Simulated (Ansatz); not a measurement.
Consider HfN (slab).

```yaml
crystal:
  lattice:
    - [6.43174, 0.00000, 0.00000]
    - [0.00000, 6.43174, 0.00000]
    - [0.00000, 0.00000, 22.60134]
  atoms:
    - { symbol: Hf, position: [0.25000, 0.25000, 0.17698] }
    - { symbol: Hf, position: [0.25000, 0.75000, 0.17698] }
    - { symbol: Hf, position: [0.75000, 0.25000, 0.17698] }
    - { symbol: Hf, position: [0.75000, 0.75000, 0.17698] }
    - { symbol: N, position: [0.00000, 0.00000, 0.17698] }
    - { symbol: N, position: [0.00000, 0.50000, 0.17698] }
    - { symbol: N, position: [0.50000, 0.00000, 0.17698] }
    - { symbol: N, position: [0.50000, 0.50000, 0.17698] }
    - { symbol: Hf, position: [0.00000, 0.00000, 0.27604] }
    - { symbol: Hf, position: [0.00000, 0.50000, 0.27604] }
    - { symbol: Hf, position: [0.50000, 0.00000, 0.27604] }
    - { symbol: Hf, position: [0.50000, 0.50000, 0.27604] }
    - { symbol: N, position: [0.25000, 0.25000, 0.27379] }
    - { symbol: N, position: [0.25000, 0.75000, 0.27379] }
    - { symbol: N, position: [0.75000, 0.25000, 0.27379] }
    - { symbol: N, position: [0.75000, 0.75000, 0.27379] }
    - { symbol: Hf, position: [0.25000, 0.25000, 0.37094] }
    - { symbol: Hf, position: [0.25000, 0.75000, 0.37094] }
    - { symbol: Hf, position: [0.75000, 0.25000, 0.37094] }
    - { symbol: Hf, position: [0.75000, 0.75000, 0.37094] }
    - { symbol: N, position: [0.00000, 0.00000, 0.38057] }
    - { symbol: N, position: [0.00000, 0.50000, 0.38057] }
    - { symbol: N, position: [0.50000, 0.00000, 0.38057] }
    - { symbol: N, position: [0.50000, 0.50000, 0.38057] }
```

Not relaxed (largest force 1.1 eV/Å); PAW files of the earlier set (soft_1).

Level of theory: DFT PBE, scalar-relativistic, plane waves, PAW in Ansatz.

Q: Predict the valence pseudo-density and electron localisation function between the atoms.

A: Hf–N (2.19 Å): ρ at the midpoint is about 0.58 e/Å³; the ELF peaks at about 0.80 in the valence shell of N, 0.6 Å from its nucleus, and is about 0.20 at the midpoint (no localised pair shows between them).
Hf–Hf (3.13 Å): ρ is about 0.2 e/Å³ halfway; the ELF is about 0.20 at the midpoint (no shared electron pair shows on this line).
Hf–N (2.24 Å): ρ is about 0.53 e/Å³ halfway; the ELF peaks at about 0.80 in the valence shell of N, 0.6 Å from its nucleus, and is about 0.15 at the midpoint; no localised pair shows between them.
Hf–N (2.27 Å): ρ at the midpoint is about 0.49 e/Å³; the ELF peaks at about 0.80 in the valence shell of N, 0.7 Å from its nucleus, and is about 0.15 at the midpoint (no shared electron pair shows on this line).

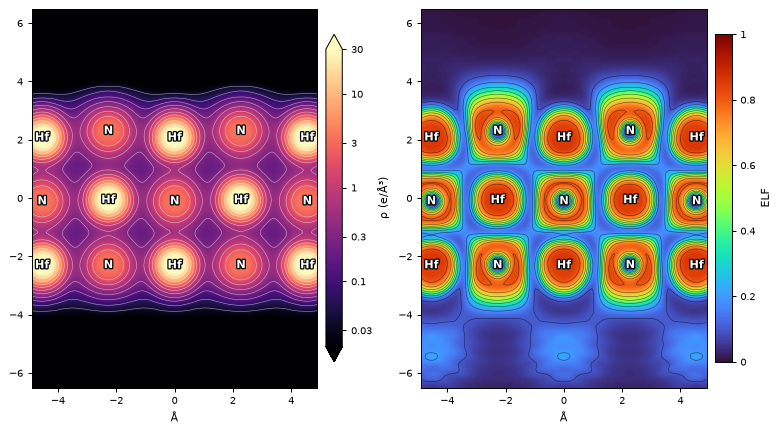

Computed valence pseudo-density and electron localisation function on the (110) plane of the calculation cell, a cut from vacuum to vacuum, in this order. 
